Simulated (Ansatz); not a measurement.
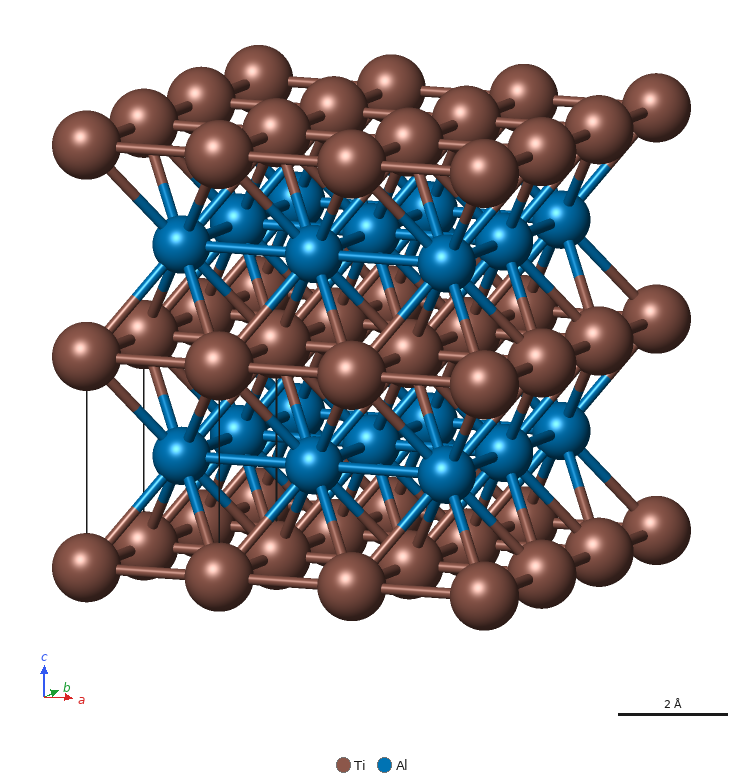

The structure as given in the input (ball-and-stick view of the cell of the calculation, repeated 3 × 3 × 2, seen slightly off an axis). An atom can appear more than once, as a periodic image. Near neighbours in the periodic cell (some may lie outside the picture): Ti has 8 Al at 2.72 Å and 4 Ti at 2.66 Å; Al has 4 Al at 2.66 Å and 8 Ti at 2.72 Å.

## Run report: TiAl, single-point calculation

TiAl (P4/mmm, 2 atoms in the cell), computed with DFT PBEsol, scalar-relativistic, plane waves, PAW, no spin polarisation (Ansatz 0.2.0).

The structure derives from an entry of the Crystallography Open Database. It belongs to a series of runs on one base structure; here: strain -0.050 along x and y, -0.025 along z, atoms carried along.

**The program's output**
```
Engine: ansatz 0.2.0, x86_64-unknown-linux-gnu
Pseudopotentials: kind: paw
Pseudopotential: Ti, paw, valence charge 12, recommended cutoff 420 eV (normal), Ti.paw.azcp
Pseudopotential: Al, paw, valence charge 3, recommended cutoff 420 eV (normal), Al.paw.azcp
Functional definition: PBEsol
  exchange = pbesol_x
  correlation = pbesol_c
Crystal: 2 atoms, lattice volume = 27.766 Å³
Basis set: ecut = 420 eV, 529 PW (Γ), exchange–correlation on 36×36×54 points (8 copies of the dense FFT grid, shifted against one another)
Bands: 12, of which v1, the nominal top of the filled ones, is band 8 counted from 1 (7 counted from 0)
Symmetry: 16 space group operations
Space group: P4/mmm (ITA 123), of the structure as read, at distance tolerance 3.0e-5 Å
k-points: 702 of 7744
Non-local potential: Ti, projectors of the file, l = 0: 3, l = 1: 2, l = 2: 3, l = 3: 1
Non-local potential: Al, projectors of the file, l = 0: 2, l = 1: 2, l = 2: 1
PAW form: soft (Blöchl's): semilocal exchange-correlation on the pseudo side does not see the compensation charge
PAW frozen core: Ti, regenerated for the run's functional, and the local potential with it (the file was generated under x = pbe(κ = 0.804, μ = 0.2195149727645171), c = pbe(β = 0.06672455060314922))
PAW frozen core: Al, regenerated for the run's functional, and the local potential with it (the file was generated under x = pbe(κ = 0.804, μ = 0.2195149727645171), c = pbe(β = 0.06672455060314922))
PAW one-centre angular grid: Ti, 590 points (default); XC on 64 Gauss nodes
PAW one-centre angular grid: Al, 110 points (default); XC on 64 Gauss nodes
Initial density: superposition of atomic densities (neutral atoms: chi_scale 0, normalization atom), corrected by the library's trained network
Initial wavefunctions: pseudopotential atomic-orbital guess
Functional: x = pbesol(κ = 0.804, μ = 0.12345679012345678), c = pbesol(β = 0.046)
SCF iter   1: F=—  HF=-2999.065463 eV  |F-HF|=—  |Δ(HF+E_count)|=         —  Δρ=6.01e-3  dr2=1.14e-2  ethr=1.77e-3  ⟨swp⟩=4.9  Hψ=41892  notcnv=0
preconditioner: auto → none  [metal: Δε(μ)=0.003 eV  Ē_g=6.019 eV  σ=0.150 eV  W_gap=0.01  n_scr=6 (ndim 8)  ℏωp=18.6 eV  f_vac=0.000  D(μ)=1.66/eV (n_scr^D=16)  sad-step TF]
SCF iter   2: F=—  HF=-2999.063246 eV  |F-HF|=—  |Δ(HF+E_count)|=   2.22e-3  Δρ=3.40e-3  dr2=6.08e-3  ethr=7.61e-5  ⟨swp⟩=1.0  Hψ=14040  notcnv=0
SCF iter   3: F=—  HF=-2999.061855 eV  |F-HF|=—  |Δ(HF+E_count)|=   1.39e-3  Δρ=5.74e-4  dr2=1.01e-4  ethr=4.05e-5  ⟨swp⟩=2.3  Hψ=10424  notcnv=0
SCF iter   4: F=—  HF=-2999.061825 eV  |F-HF|=—  |Δ(HF+E_count)|=   3.01e-5  Δρ=1.20e-4  dr2=5.00e-6  ethr=6.73e-7  ⟨swp⟩=2.0  Hψ=10793  notcnv=0
SCF iter   5: F=—  HF=-2999.061792 eV  |F-HF|=—  |Δ(HF+E_count)|=   3.32e-5  Δρ=2.12e-5  dr2=9.86e-8  ethr=3.33e-8  ⟨swp⟩=1.9  Hψ=9920  notcnv=0
SCF iter   6: F=-2999.061792 eV  HF=-2999.061792 eV  |F-HF|=5.94e-10  |Δ(HF+E_count)|=   1.47e-8  Δρ=2.50e-6  dr2=1.21e-9  ethr=6.58e-10  ⟨swp⟩=5.3  Hψ=40289  notcnv=0
the search or the solves at the SCF's close seem to have found levels that the self-consistency loop had missed (the run counts 1). By its estimate they hold under 1e-12 electrons; where the run keeps them, the occupations were computed again with them
SCF 1 converged in 6 iterations: F = -2999.061792 eV  dr2 = 1.21e-9
  greatest PAW one-centre occupation: 0.999 electrons in one spin orbital (limit 2), on the Ti atom at site 0 (counted from 0), in its partial waves of l = 0
```

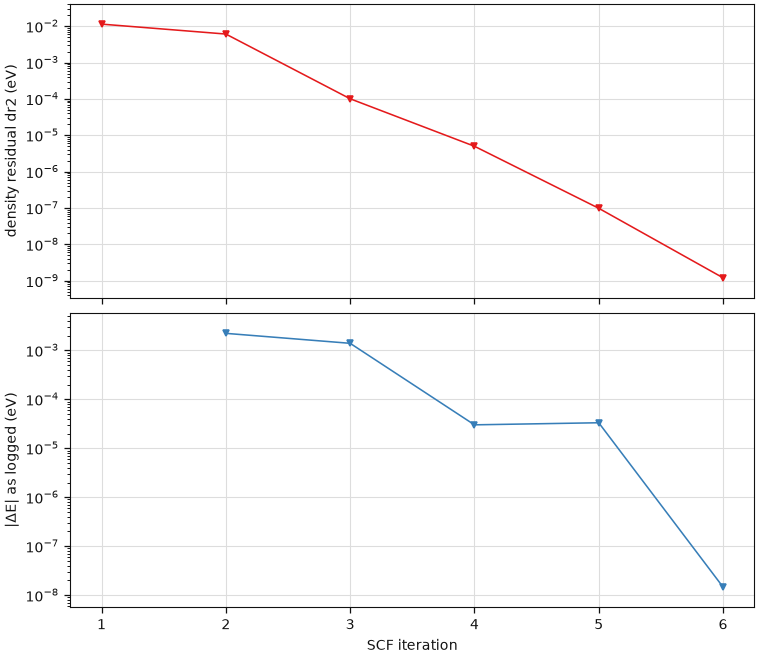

Convergence of the self-consistent field: density residual dr2 and size of the energy change against the SCF iteration. The residual falls at every step.

```
SCF converged after 6 iterations
Free energy (F): -2999.061792 eV
Harris-Foulkes:  -2999.061792 eV  (|F-HF|=5.94e-10)
Internal energy: -2999.042639 eV  (E = F + TS)
E sigma→0 (E₀):  -2999.052215 eV
Entropy (-TS):   -0.019153 eV (-9.577 meV/atom)
Fermi energy:    13.048147 eV
--- Per-component energies (eV) ---
  E_band       = -131.138767
  E_kinetic    = 303.402295
  E_local      = -1010.411643  (includes V_loc(G=0)·N_el)
  E_nonlocal   = 21.543974
  E_hartree    = 442.646147
  E_xc         = -139.172400
  E_vxc        = -154.658050  (∫ρ·V_xc dr)
  E_paw        = -1478.898556  (= ΣΔE_a)
  E_vpaw       = -176.306762  (= ΣTr[D̂ρ^β])
  E_aug_tail   = 0.000109  (compensation charges beyond the density's cutoff)
  E_ewald      = -1138.311088
  E_core_change = 0.158523  (= ΣΔE_core)
  E_smearing   = -0.019153  (= −TS)
  E_closure    = -0.000000  (closes the sum)
  Σ components = -2999.061792   (vs F -2999.061792, Δ=0.00e0)
--- Forces (eV/Å), atoms counted from 1 ---
  atom   1  Ti    -0.00000000     0.00000000     0.00000000
  atom   2  Al     0.00000000    -0.00000000     0.00000000
  max |Σ_I F_I| component: 3.45e-31 eV/Å
--- Stress (GPa, compression-positive) ---
       20.496317       0.000000       0.000000
        0.000000      20.496317      -0.000000
        0.000000      -0.000000      17.978492
  P = ⅓ Tr σ = 19.6570 GPa (196.570 kbar)
--- Band table (eV; the first three rows and the last of 702) ---
  k-point 0: bands = ["-42.9657", "-19.4996", "-18.8751", "-18.8751", "3.2782", "10.7775", "11.9606", "12.6042", "15.7165", "15.7165", "17.1423", "20.1206"]
  k-point 1: bands = ["-42.9657", "-19.5009", "-18.8751", "-18.8751", "3.3185", "10.6238", "11.9673", "12.6781", "15.7013", "15.7013", "17.1429", "20.2223"]
  k-point 2: bands = ["-42.9656", "-19.5044", "-18.8750", "-18.8750", "3.4379", "10.2307", "11.9863", "12.8448", "15.6585", "15.6585", "17.1444", "20.5084"]
  k-point 701: bands = ["-42.7292", "-19.5890", "-19.5890", "-19.3034", "9.9720", "10.4947", "10.4947", "15.5971", "15.7647", "15.8840", "18.0339", "18.0339"]
```

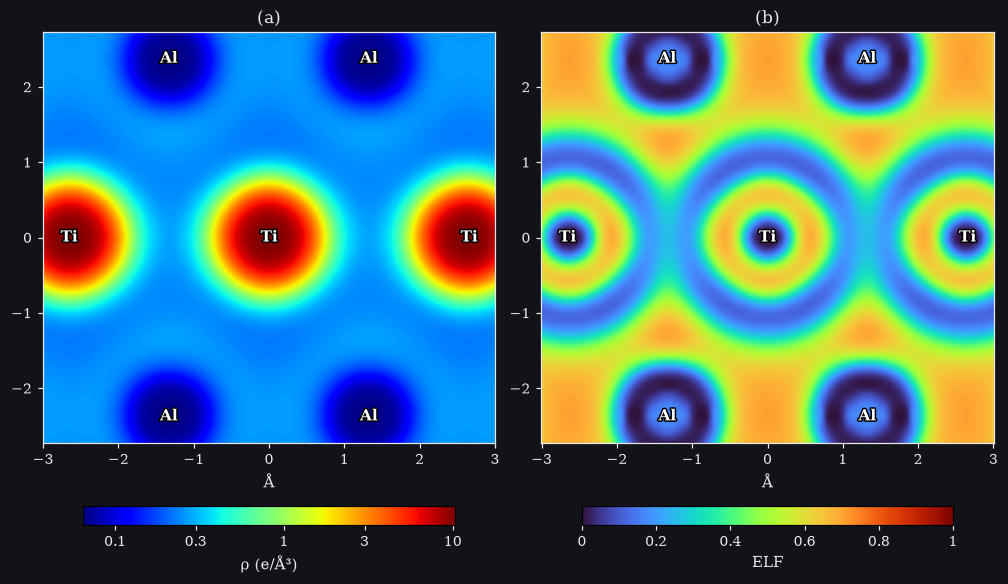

(a) valence pseudo-density; (b) electron localisation function on the (011̄) plane of the conventional cell. Atoms in the plane: Ti and Al. Al–Al (2.66 Å): ρ at the midpoint is about 0.27 e/Å³; the ELF peaks at about 0.70 between the atoms. Ti–Ti (2.66 Å): ρ at the midpoint is about 0.28 e/Å³; the ELF is about 0.25 at the midpoint; no localised pair between them. Ti–Al (2.72 Å): the density is about 0.24 e/Å³ at the midpoint; the ELF is about 0.35 at the midpoint, as expected for nearly free electrons, as in a simple metal. Away from the nuclei the density in this plane falls to 0.23 e/Å³ at its lowest. The strong features right at Ti lie inside the PAW spheres (semicore, d or f shells) and say nothing about bonding. The fields are those of the smooth PAW valence density.

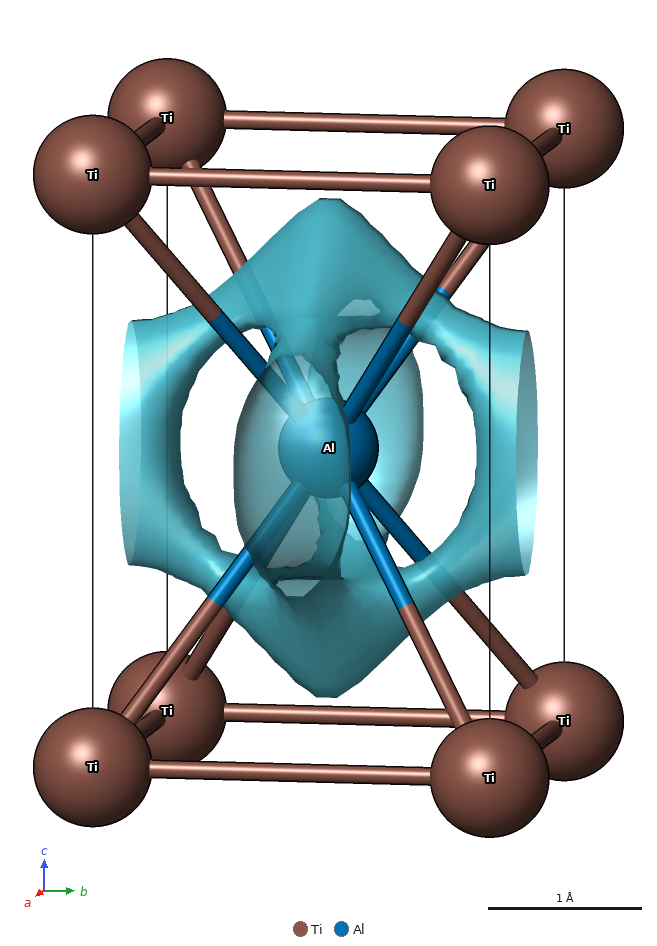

Isosurface of the electron localisation function at 0.65 (cyan), seen slightly off an axis. Only the valence region is drawn (cores and ρ < 0.01 e/Å³ removed). Sticks mark near contacts. The outline is the cell set on symmetry axes. Along the contacts the grid gives the following. Al–Al (2.66 Å): the ELF peaks at about 0.70 between the atoms. Ti–Ti (2.66 Å): the ELF is about 0.25 at the midpoint (no shared electron pair).

The run was set up as follows.

**Input file**
```yaml
crystal:
  lattice:
    - [2.6554006685, 0.0, 0.0]
    - [0.0, 2.6554006685, 0.0]
    - [0.0, 0.0, 3.9377719631]
  atoms:
    - { symbol: Ti, position: [0.0, 0.0, 0.0] }
    - { symbol: Al, position: [0.5, 0.5, 0.5] }
basis:
  ecutwfc: 420
kpoints:
  mp_grid: { grid: [22, 22, 16] }
hamiltonian:
  xc: pbesol
scf:
  occupations: { method: gaussian, width: 0.15 }
output:
  forces: true
  stress: true
  eigenvalues: true
  write_density: true
  write_potential: true
  elf: true
  volumetric_format: npy
```

Command:
```bash
ansatz run input.yaml --threads 2 --pin off --max-ram 5120MiB --backend cpu --events-out ev --progress --plain --runs-dir out
```

**Key numbers**

| quantity | value |
| --- | --- |
| outcome | converged |
| space group (tolerance 0.01 Å) | P4/mmm (123) |
| electrons treated | 15 |
| free energy | −2999.0618 eV |
| Fermi energy | 13.048 eV |
| gap on the k-point mesh | none (metallic) |
| pressure | 19.66 GPa |
| largest force (length of the vector) | under 0.001 eV/Å |
| hardware | 2 threads of Intel Xeon @ 2.50GHz (Skylake/Cascade Lake), 192 GiB of memory available, shared host |
| wall time | 11 s (CPU time 21 s) |
| peak memory | 0.56 GiB |

The cell is under a pressure of 19.7 GPa at this level, so it is not at its equilibrium volume.
